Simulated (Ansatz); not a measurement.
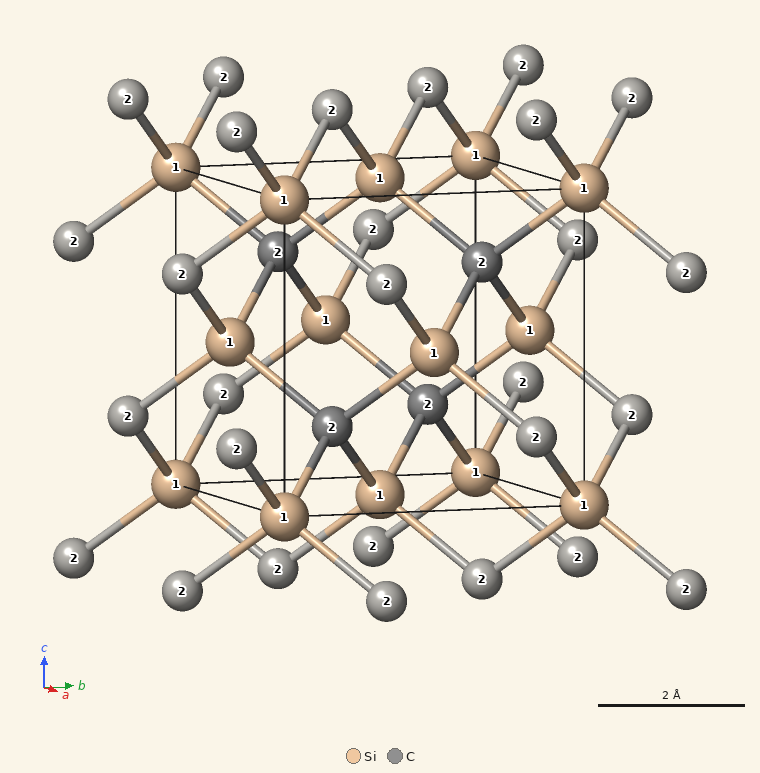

The structure as given in the input (ball-and-stick view of the cell 4 times as large as that of the calculation, set on its symmetry axes, seen slightly off an axis; neighbours outside the cell are drawn fainter; atoms are numbered from 1 in the order of the input). Near neighbours in the crystal (not all of them lie inside the picture): Si has 4 C at 1.90 Å; C has 4 Si at 1.90 Å.

# Run report: SiC, geometry relaxation (part 1 of 2)

System: SiC (F-43m, 2 atoms in the cell).
Method: DFT, r2SCAN, plane waves, PAW, no spin polarisation (Ansatz 0.2.0).

The structure derives from an entry of the Crystallography Open Database. The geometry comes from this level: PBE. Figures and captions count atoms from 1; the log counts them from 0 in places.

What the program printed
```
Engine: ansatz 0.2.0, aarch64-unknown-linux-gnu
Pseudopotentials: kind: paw
Pseudopotential: Si, paw, valence charge 4, recommended cutoff 500 eV (meta_gga), Si.paw.azcp
Pseudopotential: C, paw, valence charge 4, recommended cutoff 500 eV (meta_gga), C.paw.azcp
Functional definition: r2SCAN
  parameter k0 = 0.174
  parameter k1 = 0.065
  parameter a1 = 4.9479
  exchange = r2scan_x(k0 = k0, k1 = k1, a1 = a1)
  correlation = r2scan_c
Crystal: 2 atoms, lattice volume = 21.003 Å³
Basis set: ecut = 500 eV, 531 PW (Γ), exchange–correlation on 96×96×96 points (64 copies of the dense FFT grid, shifted against one another)
Bands: 8, of which v1, the nominal top of the filled ones, is band 4 counted from 1 (3 counted from 0)
Symmetry: 24 space group operations
Space group: F-43m (ITA 216), of the structure as read, at distance tolerance 2.8e-5 Å
k-points: 47 of 1000 (time reversal used)
Non-local potential: Si, projectors of the file, l = 0: 2, l = 1: 2, l = 2: 2
Non-local potential: C, projectors of the file, l = 0: 2, l = 1: 2, l = 2: 1
PAW form: soft (Blöchl's): semilocal exchange-correlation on the pseudo side does not see the compensation charge
PAW frozen core: Si, regenerated for the run's functional (the file was generated under x = pbe(κ = 0.804, μ = 0.2195149727645171), c = pbe(β = 0.06672455060314922))
PAW frozen core: C, regenerated for the run's functional (the file was generated under x = pbe(κ = 0.804, μ = 0.2195149727645171), c = pbe(β = 0.06672455060314922))
PAW one-centre angular grid: Si, 302 points (default); XC on 160 Gauss nodes
PAW one-centre angular grid: C, 302 points (default); XC on 239 of its mesh's 2573 points in the sphere
Initial density: superposition of atomic densities (neutral atoms: chi_scale 0, normalization atom), corrected by the library's trained network
Initial wavefunctions: pseudopotential atomic-orbital guess
Functional: x = r2scan, c = r2scan; τ floored in thin density (d = 2e-4 eV/Å³)
SCF iter   1: F=—  HF=-891.287483 eV  |F-HF|=—  |Δ(HF+E_count)|=         —  Δρ=5.82e-3  dr2=4.61e-3  dr2_τ=1.85e-1  ethr=1.77e-3  ⟨swp⟩=6.2  Hψ=3303  notcnv=0
preconditioner: auto → none  [insulator: Δε(μ)=1.671 eV  Ē_g=14.855 eV  σ=0.020 eV  W_gap=1.00  n_scr=0 (ndim 8)  ℏωp=22.9 eV  f_vac=0.000  D(μ)=0.00/eV (n_scr^D=0)  ε∞_Penn≈3.4]
SCF iter   2: F=—  HF=-891.330196 eV  |F-HF|=—  |Δ(HF+E_count)|=   4.27e-2  Δρ=3.93e-3  dr2=1.77e-3  dr2_τ=3.30e-5  ethr=5.76e-5  ⟨swp⟩=2.4  Hψ=1151  notcnv=0
SCF iter   3: F=—  HF=-891.330145 eV  |F-HF|=—  |Δ(HF+E_count)|=   5.04e-5  Δρ=1.23e-3  dr2=2.84e-4  dr2_τ=4.82e-6  ethr=2.21e-5  ⟨swp⟩=2.2  Hψ=722  notcnv=0
SCF iter   4: F=—  HF=-891.330162 eV  |F-HF|=—  |Δ(HF+E_count)|=   1.66e-5  Δρ=1.75e-4  dr2=5.48e-6  dr2_τ=1.27e-6  ethr=3.56e-6  ⟨swp⟩=2.3  Hψ=589  notcnv=0
SCF iter   5: F=—  HF=-891.330164 eV  |F-HF|=—  |Δ(HF+E_count)|=   1.91e-6  Δρ=5.15e-5  dr2=3.39e-7  dr2_τ=2.40e-8  ethr=6.86e-8  ⟨swp⟩=2.5  Hψ=549  notcnv=0
SCF iter   6: F=-891.330164 eV  HF=-891.330164 eV  |F-HF|=1.61e-9  |Δ(HF+E_count)|=   1.04e-7  Δρ=1.98e-5  dr2=5.57e-8  dr2_τ=6.03e-10  ethr=1.25e-9  ⟨swp⟩=7.5  Hψ=1729  notcnv=0
SCF 1 converged in 6 iterations: F = -891.330164 eV  dr2 = 5.57e-8
  greatest PAW one-centre occupation: 0.657 electrons in one spin orbital (limit 2), on the C atom at site 1 (counted from 0), in its partial waves of l = 0
relax step   1: F+E_penalty+E_count = -891.33016374 eV  Δ(F+E_penalty+E_count) = +0.000e0 eV  max|allowed force component| = 4.441e-16 eV/Å  Δτ_max = 0.0000 Å  P = -3.541 GPa  Ω = 21.003 Å³  (6 SCF iters, dr2 threshold 1.00e-7 eV, accepted)
Crystal: 2 atoms, lattice volume = 20.819 Å³
Initial density: handed on by an earlier stage of this run
Initial wavefunctions: those handed on with the density
iter 1 solved again at ethr=1.34e-5 eV; its pass at ethr=3.10e-3 eV (dr2=1.07e-3 eV) is discarded
SCF iter   1: F=—  HF=-891.333150 eV  |F-HF|=—  |Δ(HF+E_count)|=         —  Δρ=1.99e-3  dr2=1.03e-3  dr2_τ=3.05e-4  ethr=1.34e-5  ⟨swp⟩=1.0  Hψ=3123  notcnv=0
preconditioner: auto → none  [insulator: Δε(μ)=1.735 eV  Ē_g=14.938 eV  σ=0.020 eV  W_gap=1.00  n_scr=0 (ndim 8)  ℏωp=23.0 eV  f_vac=0.000  D(μ)=0.00/eV (n_scr^D=0)  ε∞_Penn≈3.4]
SCF iter   2: F=—  HF=-891.333160 eV  |F-HF|=—  |Δ(HF+E_count)|=   9.98e-6  Δρ=3.89e-4  dr2=2.41e-5  dr2_τ=2.28e-5  ethr=1.28e-5  ⟨swp⟩=2.3  Hψ=729  notcnv=0
SCF iter   3: F=—  HF=-891.333168 eV  |F-HF|=—  |Δ(HF+E_count)|=   7.37e-6  Δρ=1.71e-4  dr2=5.34e-6  dr2_τ=1.55e-7  ethr=3.01e-7  ⟨swp⟩=1.9  Hψ=489  notcnv=0
SCF iter   4: F=-891.333168 eV  HF=-891.333169 eV  |F-HF|=7.72e-8  |Δ(HF+E_count)|=   7.06e-7  Δρ=2.76e-5  dr2=1.36e-7  dr2_τ=6.98e-9  ethr=2.50e-9  ⟨swp⟩=6.3  Hψ=2064  notcnv=0
SCF 2 converged in 4 iterations: F = -891.333168 eV  dr2 = 1.36e-7
  greatest PAW one-centre occupation: 0.658 electrons in one spin orbital (limit 2), on the C atom at site 1 (counted from 0), in its partial waves of l = 0
relax step   2: F+E_penalty+E_count = -891.33316845 eV  Δ(F+E_penalty+E_count) = -3.005e-3 eV  max|allowed force component| = 8.327e-17 eV/Å  Δτ_max = 0.0000 Å  P = -1.625 GPa  Ω = 20.819 Å³  energy of the carried Pulay correction = +2.301e-5 eV  (4 SCF iters, dr2 threshold 2.00e-7 eV, accepted)
Crystal: 2 atoms, lattice volume = 20.665 Å³
iter 1 solved again at ethr=9.39e-6 eV; its pass at ethr=3.10e-3 eV (dr2=7.51e-4 eV) is discarded
SCF iter   1: F=—  HF=-891.333940 eV  |F-HF|=—  |Δ(HF+E_count)|=         —  Δρ=1.67e-3  dr2=7.20e-4  dr2_τ=2.16e-4  ethr=9.39e-6  ⟨swp⟩=1.0  Hψ=3129  notcnv=0
preconditioner: auto → none  [insulator: Δε(μ)=1.727 eV  Ē_g=15.008 eV  σ=0.020 eV  W_gap=1.00  n_scr=0 (ndim 8)  ℏωp=23.1 eV  f_vac=0.000  D(μ)=0.00/eV (n_scr^D=0)  ε∞_Penn≈3.4]
SCF iter   2: F=—  HF=-891.333953 eV  |F-HF|=—  |Δ(HF+E_count)|=   1.36e-5  Δρ=3.31e-4  dr2=1.68e-5  dr2_τ=1.59e-5  ethr=9.00e-6  ⟨swp⟩=2.3  Hψ=727  notcnv=0
SCF iter   3: F=—  HF=-891.333959 eV  |F-HF|=—  |Δ(HF+E_count)|=   5.32e-6  Δρ=1.47e-4  dr2=3.78e-6  dr2_τ=1.13e-7  ethr=2.10e-7  ⟨swp⟩=1.7  Hψ=463  notcnv=0
SCF iter   4: F=-891.333959 eV  HF=-891.333959 eV  |F-HF|=5.24e-8  |Δ(HF+E_count)|=   6.56e-7  Δρ=2.31e-5  dr2=9.38e-8  dr2_τ=4.87e-9  ethr=2.50e-9  ⟨swp⟩=6.2  Hψ=2055  notcnv=0
SCF 3 converged in 4 iterations: F = -891.333959 eV  dr2 = 9.38e-8
  greatest PAW one-centre occupation: 0.659 electrons in one spin orbital (limit 2), on the C atom at site 1 (counted from 0), in its partial waves of l = 0
relax step   3: F+E_penalty+E_count = -891.33395913 eV  Δ(F+E_penalty+E_count) = -7.907e-4 eV  max|allowed force component| = 1.018e-16 eV/Å  Δτ_max = 0.0000 Å  P = +0.035 GPa  Ω = 20.665 Å³  energy of the carried Pulay correction = +4.237e-5 eV  (4 SCF iters, dr2 threshold 2.00e-7 eV, accepted)
Initial wavefunctions: pseudopotential atomic-orbital guess (no wavefunctions were taken with the density)
iter 1 solved again at ethr=4.88e-8 eV; its pass at ethr=3.10e-3 eV (dr2=3.91e-6 eV) is discarded
SCF iter   1: F=—  HF=-891.333910 eV  |F-HF|=—  |Δ(HF+E_count)|=         —  Δρ=2.86e-5  dr2=9.39e-8  dr2_τ=1.89e-8  ethr=4.88e-8  ⟨swp⟩=3.0  Hψ=4330  notcnv=0
preconditioner: auto → none  [insulator: Δε(μ)=1.713 eV  Ē_g=14.999 eV  σ=0.020 eV  W_gap=1.00  n_scr=0 (ndim 8)  ℏωp=23.1 eV  f_vac=0.000  D(μ)=0.00/eV (n_scr^D=0)  ε∞_Penn≈3.4]
SCF iter   2: F=—  HF=-891.333911 eV  |F-HF|=—  |Δ(HF+E_count)|=   7.07e-8  Δρ=1.08e-5  dr2=5.11e-9  dr2_τ=1.14e-9  ethr=1.17e-9  ⟨swp⟩=2.5  Hψ=541  notcnv=0
SCF iter   3: F=—  HF=-891.333911 eV  |F-HF|=—  |Δ(HF+E_count)|=   1.10e-8  Δρ=5.45e-6  dr2=1.17e-9  dr2_τ=4.35e-10  ethr=6.39e-11  ⟨swp⟩=2.2  Hψ=564  notcnv=0
SCF iter   4: F=-891.333911 eV  HF=-891.333911 eV  |F-HF|=5.46e-12  |Δ(HF+E_count)|=   3.96e-9  Δρ=3.03e-7  dr2=1.53e-11  dr2_τ=4.01e-13  ethr=1.00e-12  ⟨swp⟩=4.4  Hψ=1718  notcnv=0
SCF 4 converged in 4 iterations: F = -891.333911 eV  dr2 = 1.53e-11
relax step   4: F+E_penalty+E_count = -891.33391058 eV  Δ(F+E_penalty+E_count) = +4.855e-5 eV  max|allowed force component| = 9.714e-17 eV/Å  Δτ_max = 0.0000 Å  P = +0.036 GPa  Ω = 20.665 Å³  stress off target by 3.64e-2 GPa  SCF on the basis re-selected at this cell (its energy is not comparable with the rows above)  (4 SCF iters)
```

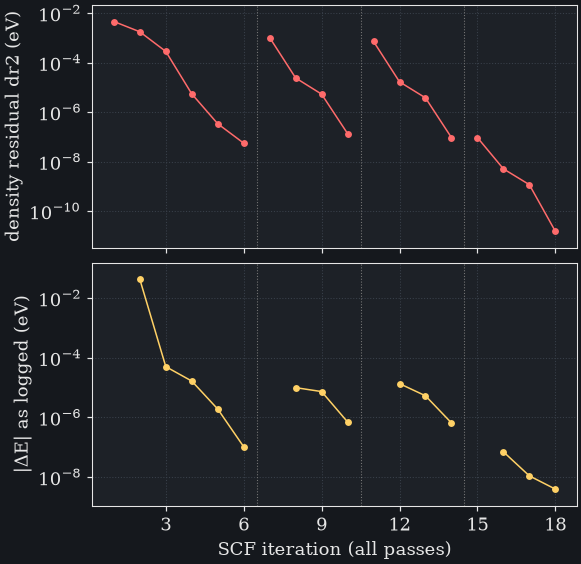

Convergence of the self-consistent field: density residual dr2 and size of the energy change against the SCF iteration. The dotted lines part the SCF passes of the relaxation: geometry steps, rejected trials and re-solves on a re-selected basis. The passes take 6, 4, 4 and 4 iterations.

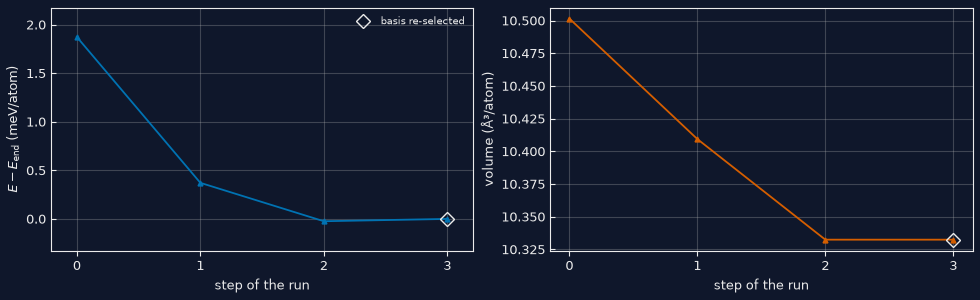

Progress of the relaxation, step by step (the first geometry is step 0 here and step 1 in the log).

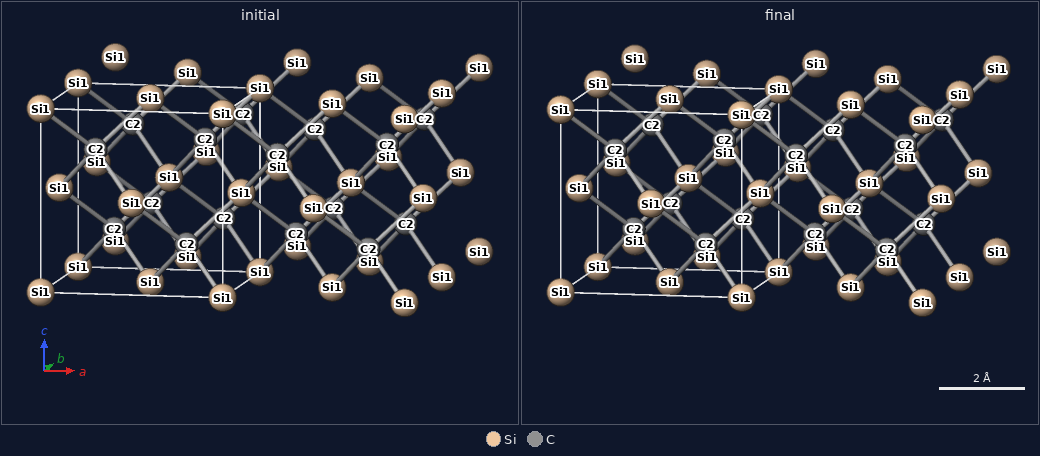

Before (left) and after (right) the relaxation, at one scale (ball-and-stick view of the cell 4 times as large as that of the calculation, set on its symmetry axes, repeated 2 × 2 × 1, seen slightly off an axis). After 2 geometry steps the energy has fallen by 1.9 meV per atom. All forces vanish by symmetry, so only the cell relaxes. Pressure: −3.54 GPa at the start and 0.04 GPa at the end. No atom moves by more than 0.005 Å relative to the cell. The drawn cell changes as follows: a = b = c 4.380 → 4.356 Å (−0.5 %); the volume changes by −1.6 %. Among the contacts that change: Si1–C2 1.896 → 1.886 Å. The space group stays F-43m (No. 216). A last SCF at the same geometry on a re-selected plane-wave basis shifts the energy by +0.0 meV per atom. (Atoms are counted from 1 in the order of the input.)
